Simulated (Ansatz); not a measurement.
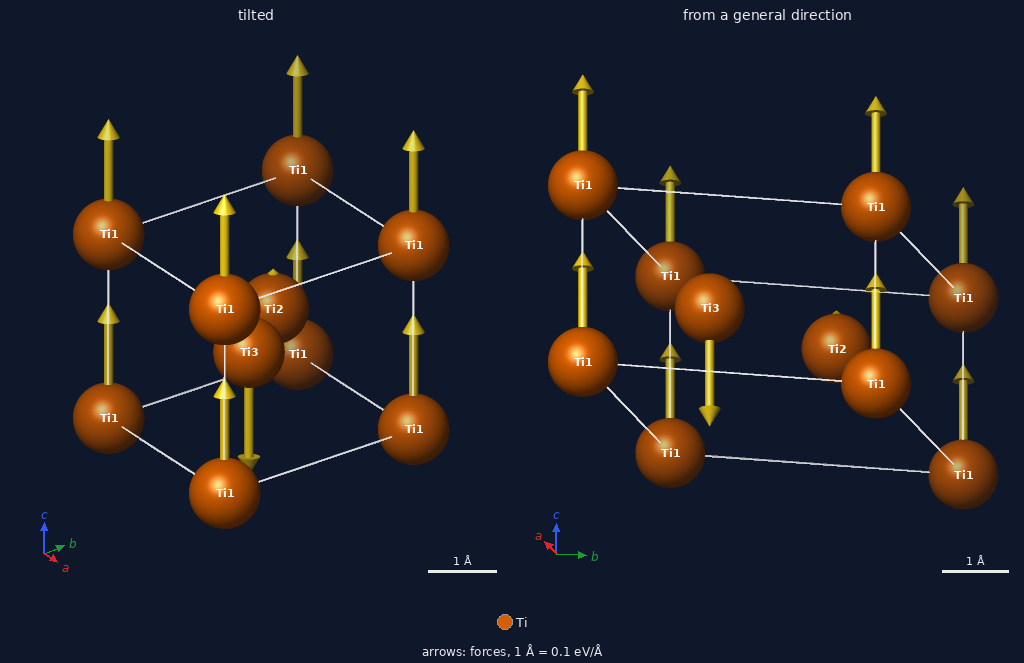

The figure gives a spheres-only picture of the atoms, viewed slightly off an axis and from a general direction. One simulation cell is outlined, and atoms on its boundary appear in each equivalent place. The arrows are the computed forces on the atoms.

System: Ti. Electronic-structure method: Ansatz 0.2.0, DFT PBE, scalar-relativistic, plane waves, PAW. Parameters: a kinetic-energy cutoff of 420 eV, k-point mesh 9×9×14, Gaussian smearing of 0.1 eV, no spin polarisation.

Would an optimiser stop at this geometry?

No. The atoms still feel forces of up to about 0.14 eV/Å, above a usual threshold of 0.01 to 0.03 eV/Å.

Its origin is a structure listed in the Materials Project. The cell was then strained or its atoms displaced on purpose. A calculation with Ansatz used it as input.
